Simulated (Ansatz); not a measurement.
# Calculations on Au

### Relaxation

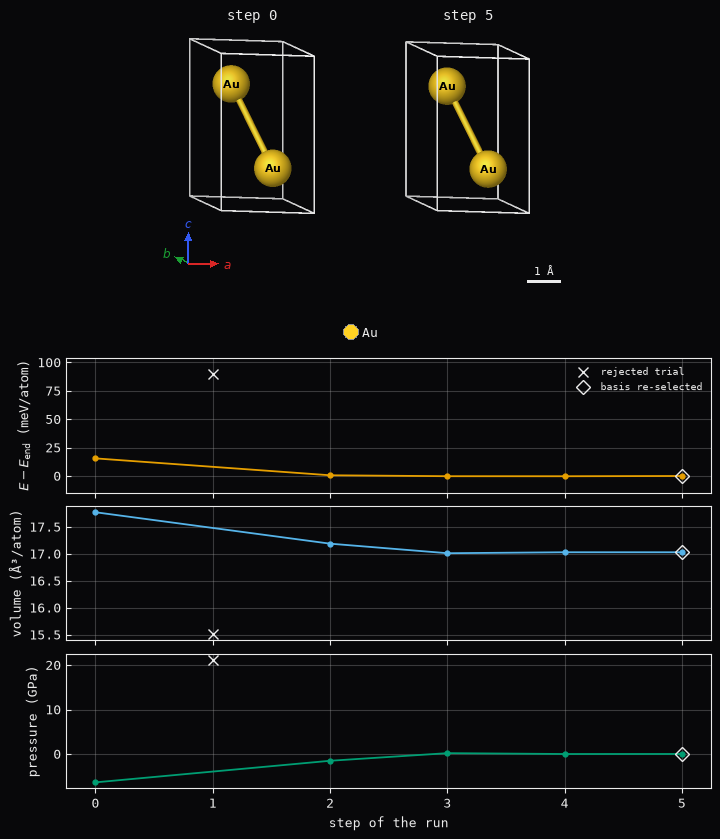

First and last geometry of a relaxation of a crystal of Au (set up in P6_3/mmc), with the history of the run. Style: ball-and-stick. Shown: the cell of the calculation, slightly off an axis.

Computed with DFT PBEsol, scalar-relativistic, plane waves, PAW in Ansatz. Settings: plane-wave cutoff 420 eV; k-point mesh 18 × 18 × 10; occupations gaussian; smearing width 0.1 eV; no spin polarisation; cell and atoms relaxed; force threshold 0.005 eV/Å; at most 80 steps.

Read the history and describe the run.

Answer. It converged. No atom moves by more than 0.005 Å relative to the cell. Cell: a = b 2.900 → 2.865 Å (−1.2 %), c 4.880 → 4.791 Å (−1.8 %). Volume −4.2 %. Near-neighbour distances that change, for instance: Au–Au 2.959 → 2.911 Å, Au–Au 2.900 → 2.865 Å. The space group stays P6_3/mmc (No. 194). The energy falls by 15.5 meV per atom in 3 accepted moves (5 points after the start). All forces vanish by symmetry, so only the cell relaxes. The pressure goes from −6.38 to 0.01 GPa. The line search rejected the trial step at point 1 of the run. At 1 point the geometry stayed and the basis and grid were re-selected for the new cell (energy shift of 0.2 meV per atom at most each time).

### Scan

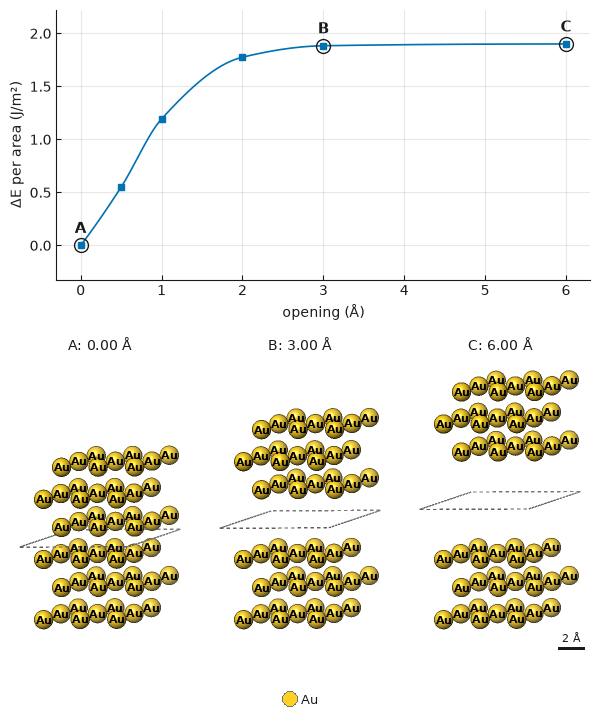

Energy scan for solid Au (P6_3/mmc), in which the crystal is pulled apart rigidly along the normal of the (0 0 1) plane of the conventional cell, at a cut between a plane of Au below and one of Au above, 2.40 Å apart. One cut stands in each cell, which starts 9.6 Å high; nothing is relaxed, and the dashed outline marks the cut. The lettered frames are marked on the plot. The picture is a spheres-only view of the layers on both sides of the cut, seen from the side, nearly along the cut plane.

Level of theory: DFT PBEsol, scalar-relativistic, plane waves, PAW in Ansatz 0.2.0. Settings: plane-wave cutoff 420 eV; k-point mesh 24 × 24 × 6; occupations gaussian; smearing width 0.15 eV; no spin polarisation. Energies (free energies at the smearing named) are counted from the relaxed crystal.

### Describe the profile.

At the widest opening, 6.00 Å, the energy has risen by 1.900 J/m², where the curve has levelled off: this is the ideal work of separation, the sum of the two unrelaxed surface energies of a slab 9.6 Å thick. The steepest rise lies between 0.50 Å and 1.00 Å, with a mean traction of about 13 GPa.

The computed points:

```tsv
opening (Å)	ΔE per area (J/m²)
0.00	0.000
0.50	0.551
1.00	1.193
2.00	1.775
3.00	1.883
6.00	1.900
```

### Scan

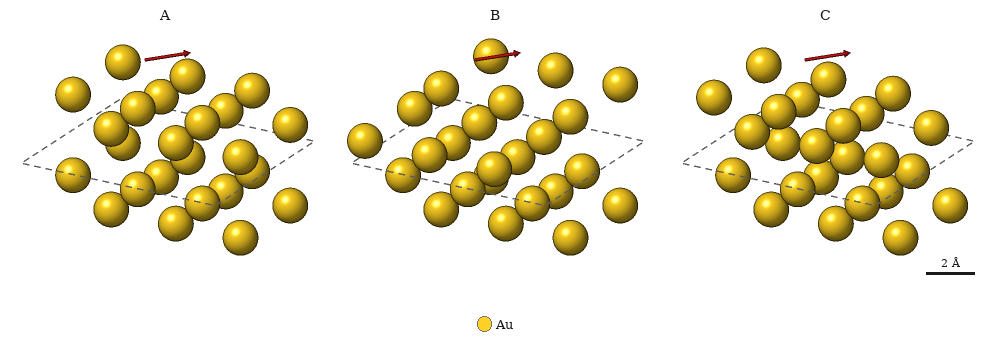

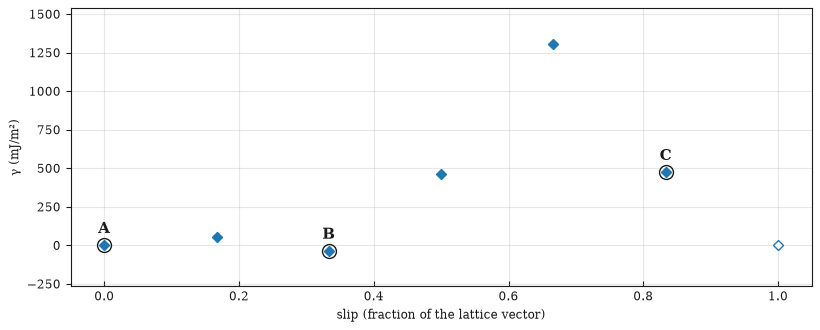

Energy scan for crystalline Au (P6_3/mmc), in which the crystal above a cut along the (0 0 1) plane of the conventional cell (between a plane of Au below and one of Au above, 2.40 Å apart) is slid rigidly by fractions of an in-plane lattice vector 4.96 Å long (a generalised stacking fault). One cut stands in each cell, which starts 9.6 Å high; nothing is relaxed, and the dashed outline marks the cut, the arrow on top the direction of slip. The lettered frames are marked on the plot. Hollow markers are points alike by symmetry, not computed again. Style: spheres-only. Shown: the layers on both sides of the cut, obliquely from above.

Theory: DFT PBEsol, scalar-relativistic, plane waves, PAW in Ansatz. Set-up: plane-wave cutoff 420 eV; k-point mesh 24 × 24 × 6; occupations gaussian; smearing width 0.15 eV; no spin polarisation. Energies (free energies at the smearing named) are counted from the relaxed crystal.

What does the scan show?

The curve starts and ends at zero, since a full lattice vector restores the crystal. Its highest computed point is 1309 mJ/m² at slip 0.667. The points are too sparse to place its extrema closely. Relaxation across the fault would lower the values.
